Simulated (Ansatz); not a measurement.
## What a change does: geometry relaxation on PbSe

System: PbSe (Fm-3m, 2 atoms in the cell).
Method of run 1: Kohn-Sham DFT of a periodic cell, r2SCAN, Ansatz PAW, no spin polarisation (Ansatz 0.2.0).

The structure derives from an entry of the Crystallography Open Database. Text and figures count atoms from 1; the logs count them from 0 in places.

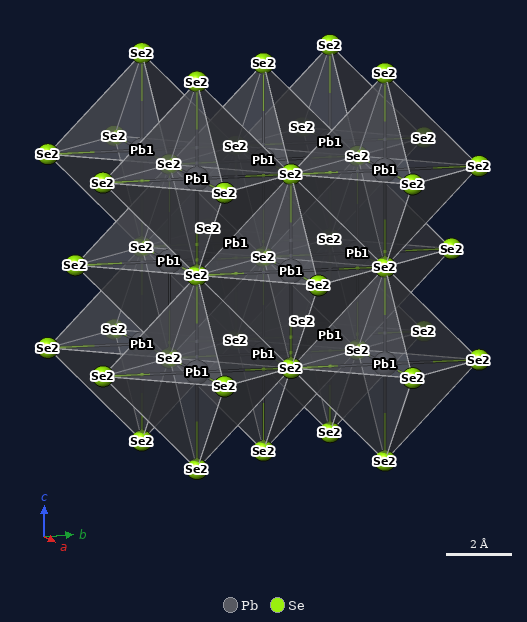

Fig. 1: The structure as given in the input (polyhedral view of the cell 4 times as large as that of the calculation, set on its symmetry axes, seen slightly off an axis; polyhedra are completed across the faces of the cell; atoms are numbered from 1 in the order of the input).

### Input, run 1
```yaml
crystal:
  lattice:
    - [0.0, 3.06065, 3.06065]
    - [3.06065, 0.0, 3.06065]
    - [3.06065, 3.06065, 0.0]
  atoms:
    - { symbol: Pb, position: [0.0, 0.0, 0.0] }
    - { symbol: Se, position: [0.5, 0.5, 0.5] }
hamiltonian:
  xc: r2scan
  pseudopotentials: { kind: paw }
kpoints:
  mp_grid: { grid: [8, 8, 8] }
scf:
  occupations: { method: fermi_dirac, width: 0.05 }
output:
  forces: true
  stress: true
  write_density: true
  write_potential: true
  elf: true
  volumetric_format: npy
relax:
  f_tol: 0.01
  max_steps: 40
  cell: { stress_tol: 0.05 }
```

Launched with:
```bash
ansatz run input.yaml --threads 2 --pin off --max-ram 5120MiB --backend cpu --events-out ev --progress --plain --runs-dir out
```

Hardware: 2 threads of Arm Neoverse V1, 24 GiB of memory available, shared host.

### Output, shortened to warnings, some set-up lines, iterations and results (run 1)
```
Basis set: ecut = 500 eV, 1459 PW (Γ), exchange–correlation on 128×128×128 points (64 copies of the dense FFT grid, shifted against one another)
Symmetry: 48 space group operations
k-points: 29 of 512
Initial density: superposition of atomic densities (neutral atoms: chi_scale 0, normalization atom), corrected by the library's trained network
[...]
SCF iter   1: F=—  HF=-17400.326176 eV  |F-HF|=—  |Δ(HF+E_count)|=         —  Δρ=6.22e-3  dr2=2.51e-2  dr2_τ=3.67e-3  ethr=1.77e-3  ⟨swp⟩=6.1  Hψ=2765  notcnv=0
SCF iter   2: F=—  HF=-17400.325670 eV  |F-HF|=—  |Δ(HF+E_count)|=   5.06e-4  Δρ=1.71e-3  dr2=1.12e-3  dr2_τ=2.84e-4  ethr=8.36e-5  ⟨swp⟩=2.0  Hψ=1189  notcnv=0
SCF iter   3: F=—  HF=-17400.325827 eV  |F-HF|=—  |Δ(HF+E_count)|=   1.57e-4  Δρ=6.87e-4  dr2=2.87e-4  dr2_τ=9.66e-6  ethr=3.72e-6  ⟨swp⟩=2.0  Hψ=980  notcnv=0
SCF iter   4: F=—  HF=-17400.325854 eV  |F-HF|=—  |Δ(HF+E_count)|=   2.75e-5  Δρ=2.62e-4  dr2=2.54e-5  dr2_τ=1.83e-6  ethr=9.55e-7  ⟨swp⟩=2.0  Hψ=685  notcnv=0
SCF iter   5: F=—  HF=-17400.325862 eV  |F-HF|=—  |Δ(HF+E_count)|=   7.40e-6  Δρ=4.76e-5  dr2=6.36e-7  dr2_τ=1.95e-8  ethr=8.48e-8  ⟨swp⟩=3.0  Hψ=861  notcnv=0
[... 23 lines ...]
SCF iter   3: F=—  HF=-17400.333188 eV  |F-HF|=—  |Δ(HF+E_count)|=   8.15e-6  Δρ=2.23e-5  dr2=8.20e-9  dr2_τ=8.73e-8  ethr=1.22e-10  ⟨swp⟩=2.8  Hψ=950  notcnv=0
SCF iter   4: F=—  HF=-17400.333190 eV  |F-HF|=—  |Δ(HF+E_count)|=   2.20e-6  Δρ=1.01e-6  dr2=9.38e-11  dr2_τ=1.33e-10  ethr=2.73e-11  ⟨swp⟩=2.0  Hψ=842  notcnv=0
SCF iter   5: F=-17400.333190 eV  HF=-17400.333190 eV  |F-HF|=1.82e-11  |Δ(HF+E_count)|=   3.87e-9  Δρ=1.61e-7  dr2=5.91e-12  dr2_τ=8.13e-13  ethr=1.00e-12  ⟨swp⟩=6.6  …
SCF 4 converged in 5 iterations: F = -17400.333190 eV  dr2 = 5.91e-12
relax step   4: F+E_penalty+E_count = -17400.33319021 eV  Δ(F+E_penalty+E_count) = -6.757e-5 eV  max|allowed force component| = 1.545e-30 eV/Å  Δτ_max = 0.0000 Å  P = -0.034 …
basis re-selected at this cell: Δ(F+E_penalty+E_count) = -6.757e-5 eV, ΔP = +0.002 GPa vs the last step (what re-selecting the basis moved, of the pressure what is left beyond the Pulay correction that the steps carried, after the strain that the cell walked since its last selection, with what the …
SCF converged after 5 iterations
Free energy (F): -17400.333190 eV
Harris-Foulkes:  -17400.333190 eV  (|F-HF|=1.82e-11)
Internal energy: -17400.333175 eV  (E = F + TS)
E sigma→0 (E₀):  -17400.333183 eV
Entropy (-TS):   -0.000015 eV (-0.008 meV/atom)
Fermi energy:    8.739191 eV
--- Per-component energies (eV) ---
  E_band       = -457.202710
  E_kinetic    = 405.137481
  E_local      = -3576.174654  (includes V_loc(G=0)·N_el)
  E_nonlocal   = -244.732852
  E_hartree    = 1663.144557
  E_xc         = -307.241720
  E_vxc        = -251.368948  (∫ρ·V_xc dr)
  E_paw        = -12356.118799  (= ΣΔE_a)
  E_vpaw       = -132.019373  (= ΣTr[D̂ρ^β])
  E_aug_tail   = -0.000181  (compensation charges beyond the density's cutoff)
  E_vtau       = 15.666658  (kinetic-family band-sum trace: ∫τ·v_τ [+ j·A + Jᵃ·Aᵃ] dr)
  E_ewald      = -2983.547739
  E_core_change = -0.799268  (= ΣΔE_core)
  E_smearing   = -0.000015  (= −TS)
  E_closure    = 0.000000  (closes the sum)
  Σ components = -17400.333190   (vs F -17400.333190, Δ=0.00e0)
--- Forces (eV/Å), atoms counted from 1 ---
  atom   1  Pb    -0.00000000     0.00000000    -0.00000000
  atom   2  Se     0.00000000    -0.00000000     0.00000000
  max |Σ_I F_I| component: 1.74e-30 eV/Å
--- Stress (GPa, compression-positive) ---
       -0.033739      -0.000000      -0.000000
       -0.000000      -0.033739       0.000000
       -0.000000       0.000000      -0.033739
  P = ⅓ Tr σ = -0.0337 GPa (-0.337 kbar)
--- Relaxed structure (3 steps of the walk, 3 accepted, 1 SCFs on fresh bases) ---
  F+E_penalty+E_count = -17400.33319021 eV   max|allowed force component| = 1.545e-30 eV/Å   (the final SCF, on the basis selected at the relaxed cell)
  cell:  # Å, volume = 58.9808 Å³
    - [8.661533034128017e-34, 3.0895372314213976, 3.0895372314213976]
    - [3.0895372314213976, -1.0196738283736028e-34, 3.0895372314213976]
    - [3.0895372314213976, 3.0895372314213976, 0.0]
  atoms:
    - { symbol: Pb, position: [-2.1302910599064185e-36, 3.441239404477135e-36, 7.701821524323357e-36] }
[...]
```

For run 2 the input was changed thus:
```diff
-  xc: r2scan
+  xc: pbe
```

How does run 2 compare with run 1?

The total energies belong to different methods, so their difference says nothing on which is more stable or more accurate. The gap on the mesh goes from 0.67 to 0.43 eV. The volume per atom goes from 29.49 to 30.04 Å³. The functional changes from r2SCAN to PBE. The SCF takes 26 iterations over all geometry steps against 25. The default cutoff goes from 500 to 420 eV with the change. On the same kind of shared host run 2 took about 0.43 times as long.

### Output, shortened to warnings, some set-up lines, iterations and results (run 2)
```
Basis set: ecut = 420 eV, 1139 PW (Γ), exchange–correlation on 60×60×60 points (8 copies of the dense FFT grid, shifted against one another)
Symmetry: 48 space group operations
k-points: 29 of 512
Initial density: superposition of atomic densities (neutral atoms: chi_scale 0, normalization atom), corrected by the library's trained network
[...]
SCF iter   1: F=—  HF=-17376.604062 eV  |F-HF|=—  |Δ(HF+E_count)|=         —  Δρ=5.49e-4  dr2=1.76e-4  ethr=1.77e-3  ⟨swp⟩=6.0  Hψ=2661  notcnv=0
SCF iter   2: F=—  HF=-17376.603134 eV  |F-HF|=—  |Δ(HF+E_count)|=   9.28e-4  Δρ=3.62e-4  dr2=3.92e-5  ethr=5.86e-7  ⟨swp⟩=2.3  Hψ=1237  notcnv=0
SCF iter   3: F=—  HF=-17376.603142 eV  |F-HF|=—  |Δ(HF+E_count)|=   8.00e-6  Δρ=1.85e-4  dr2=9.40e-6  ethr=1.31e-7  ⟨swp⟩=2.0  Hψ=941  notcnv=0
SCF iter   4: F=—  HF=-17376.603159 eV  |F-HF|=—  |Δ(HF+E_count)|=   1.78e-5  Δρ=4.65e-5  dr2=1.38e-6  ethr=3.13e-8  ⟨swp⟩=2.0  Hψ=987  notcnv=0
SCF iter   5: F=—  HF=-17376.603159 eV  |F-HF|=—  |Δ(HF+E_count)|=   6.24e-7  Δρ=1.74e-5  dr2=2.18e-7  ethr=4.60e-9  ⟨swp⟩=2.0  Hψ=829  notcnv=0
[... 26 lines ...]
SCF iter   5: F=—  HF=-17376.623027 eV  |F-HF|=—  |Δ(HF+E_count)|=   8.10e-6  Δρ=2.56e-6  dr2=1.33e-9  ethr=7.47e-11  ⟨swp⟩=2.0  Hψ=980  notcnv=0
SCF iter   6: F=—  HF=-17376.623027 eV  |F-HF|=—  |Δ(HF+E_count)|=   6.19e-8  Δρ=4.61e-7  dr2=2.15e-10  ethr=4.44e-12  ⟨swp⟩=2.0  Hψ=683  notcnv=0
SCF iter   7: F=-17376.623027 eV  HF=-17376.623027 eV  |F-HF|=3.64e-12  |Δ(HF+E_count)|=  4.55e-10  Δρ=6.24e-8  dr2=2.45e-12  ethr=1.00e-12  ⟨swp⟩=4.4  Hψ=2552  notcnv=0
SCF 5 converged in 7 iterations: F = -17376.623027 eV  dr2 = 2.45e-12
relax step   5: F+E_penalty+E_count = -17376.62302685 eV  Δ(F+E_penalty+E_count) = -2.705e-4 eV  max|allowed force component| = 7.313e-31 eV/Å  Δτ_max = 0.0000 Å  P = +0.001 …
basis re-selected at this cell: Δ(F+E_penalty+E_count) = -2.705e-4 eV, ΔP = -0.001 GPa vs the last step (what re-selecting the basis moved, of the pressure what is left beyond the Pulay correction that the steps carried, after the strain that the cell walked since its last selection, with what the …
SCF converged after 7 iterations
Free energy (F): -17376.623027 eV
Harris-Foulkes:  -17376.623027 eV  (|F-HF|=3.64e-12)
Internal energy: -17376.622918 eV  (E = F + TS)
E sigma→0 (E₀):  -17376.622972 eV
Entropy (-TS):   -0.000109 eV (-0.055 meV/atom)
Fermi energy:    8.470703 eV
--- Per-component energies (eV) ---
  E_band       = -442.747836
  E_kinetic    = 404.912541
  E_local      = -3602.101447  (includes V_loc(G=0)·N_el)
  E_nonlocal   = -245.922159
  E_hartree    = 1671.537216
  E_xc         = -325.238179
  E_vxc        = -230.738441  (∫ρ·V_xc dr)
  E_paw        = -12314.660467  (= ΣΔE_a)
  E_vpaw       = -111.972183  (= ΣTr[D̂ρ^β])
  E_aug_tail   = -0.000542  (compensation charges beyond the density's cutoff)
  E_ewald      = -2965.149881
  E_smearing   = -0.000109  (= −TS)
  E_closure    = 0.000000  (closes the sum)
  Σ components = -17376.623027   (vs F -17376.623027, Δ=0.00e0)
--- Forces (eV/Å), atoms counted from 1 ---
  atom   1  Pb    -0.00000000     0.00000000    -0.00000000
  atom   2  Se     0.00000000    -0.00000000    -0.00000000
  max |Σ_I F_I| component: 6.74e-31 eV/Å
--- Stress (GPa, compression-positive) ---
        0.001282      -0.000000      -0.000000
       -0.000000       0.001282      -0.000000
       -0.000000      -0.000000       0.001282
  P = ⅓ Tr σ = 0.0013 GPa (0.013 kbar)
--- Relaxed structure (4 steps of the walk, 4 accepted, 1 SCFs on fresh bases) ---
  F+E_penalty+E_count = -17376.62302685 eV   max|allowed force component| = 7.313e-31 eV/Å   (the final SCF, on the basis selected at the relaxed cell)
  cell:  # Å, volume = 60.0854 Å³
    - [-2.5476860164477946e-34, 3.1087068753291374, 3.1087068753291374]
    - [3.1087068753291374, -5.095372032895592e-35, 3.1087068753291374]
    - [3.1087068753291374, 3.1087068753291374, 9.681206862501621e-34]
  atoms:
    - { symbol: Pb, position: [-6.554741722760552e-36, 5.8992675504760844e-36, 1.6386854307035926e-35] }
    - { symbol: Se, position: [0.5, 0.5, 0.5] }
```

### The two runs side by side

```csv
quantity,run 1,run 2
outcome,converged,converged
free energy per atom (eV),−8700.1666,−8688.3115
gap on the mesh (eV),0.67,0.43
pressure (GPa),−0.03,0.00
volume per atom (Å³),29.49,30.04
largest force (eV/Å),0.000,0.000
SCF iterations,25,26
irreducible k-points,29,29
wall time (shared host),11 s,4.8 s
```

For both runs: Spin–orbit coupling is left out, which matters for Pb.
